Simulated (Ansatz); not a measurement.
Si₃₁Pd (cell charge +2, with a compensating background) (cell with a defect)

```
CELL_PARAMETERS angstrom
5.47009 -5.47009 5.47009
-5.47009 5.47009 5.47009
-5.47009 -5.47009 -5.47009
ATOMIC_POSITIONS crystal
Pd 0.25023 0.99912 0.99968
Si 0.49761 0.99915 0.74655
Si 0.75039 0.99916 0.49978
Si 0.99718 0.24634 0.99975
Si 0.25048 0.24630 0.74651
Si 0.99720 0.99916 0.24693
Si 0.75039 0.49918 0.99975
Si 0.50373 0.25248 0.50018
Si 0.75083 0.25238 0.25298
Si 0.00332 0.49872 0.75262
Si 0.49761 0.74597 0.99975
Si 0.25034 0.49914 0.49973
Si 0.75009 0.75202 0.75262
Si 0.50375 0.49960 0.25309
Si 0.00332 0.75204 0.49933
Si 0.25049 0.74593 0.24691
Si 0.25049 0.99920 0.25555
Si 0.50600 0.99919 0.99977
Si 0.75027 0.99916 0.74962
Si 0.00038 0.24928 0.24988
Si 0.25050 0.25501 0.99980
Si 0.00023 0.99919 0.49961
Si 0.75063 0.49933 0.24978
Si 0.50062 0.24930 0.74971
Si 0.75061 0.24917 0.49992
Si 0.00024 0.49904 0.99978
Si 0.50062 0.74912 0.24989
Si 0.25047 0.49897 0.74963
Si 0.75029 0.74905 0.99976
Si 0.50041 0.49937 0.49996
Si 0.99463 0.74328 0.74388
Si 0.25047 0.74904 0.49958
```

All numbers below come from Ansatz 0.2.0, DFT PBE, scalar-relativistic, plane waves, PAW.

Question: Predict the valence pseudo-density and electron localisation function between the atoms.

Answer: Si–Si (2.37 Å): ρ at the midpoint is about 0.54 e/Å³; the ELF peaks at about 0.95 between the atoms (a covalent bond).
Si–Pd (2.42 Å): ρ at the midpoint is about 0.53 e/Å³; the ELF peaks at about 0.80 in the valence shell of Si, 0.9 Å from its nucleus, and is about 0.50 at the midpoint.

Question: Metal or insulator at this level of theory?

Answer: It is gapped, with a Kohn–Sham gap of 0.71 eV on the k-point mesh (the band edges may lie off the mesh, which would make the gap smaller).

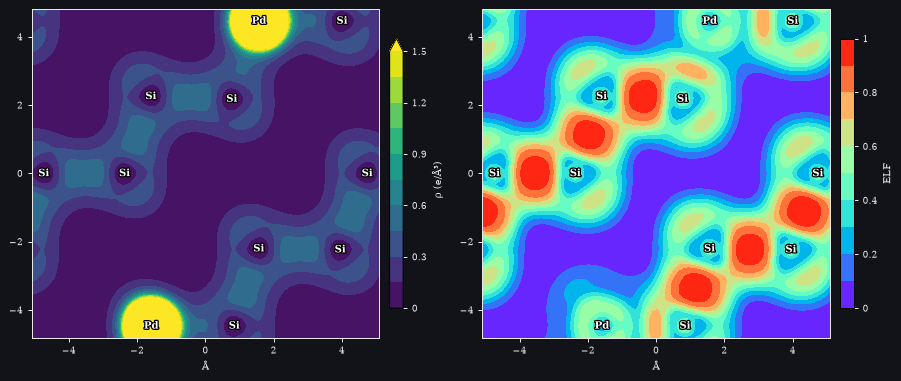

Computed valence pseudo-density and electron localisation function on the (011̄) plane of the calculation cell, in this order. 

The density is the valence pseudo-density of a PAW calculation; it isn't the true density close to the nuclei.
